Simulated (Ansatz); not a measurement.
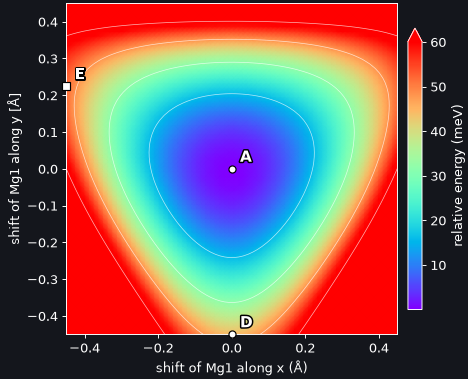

Mg (P6_3/mmc, No. 194; 2 atoms in the cell). Atom Mg1 is moved over a plane while all other atoms and the cell stay fixed (its periodic images move with it) (x along [1 0 0], y along [1 2 0], z along [0 0 1] of the conventional cell). The first coordinate is: shift of Mg1 along x; the second: shift of Mg1 along y. Grid: 5 × 5 points; 15 points were computed and 10 follow by symmetry. Points are written as (first, second). Energies are in meV per cell, from the lowest grid point. The reference cell is the one listed in the database, not relaxed at this level. Theory: Ansatz 0.2.0, DFT PBEsol, scalar-relativistic, plane waves, PAW. Settings: cutoff 420 eV, k-mesh 18×18×10 in the order of the run's cell vectors, gaussian smearing 0.15 eV, no spin polarisation.

The picture shows a smooth colour map with a few white contour lines, one colour for all values above the top of the scale, lettered points. Between grid points the surface is interpolated.

> Is D the lowest point of the computed grid?

No. D lies 44 meV above the lowest grid point, which is at (0.000 Å, 0.000 Å).

> Rank the lettered points by energy, lowest first.

A (0 meV), D (44 meV), E (52 meV).
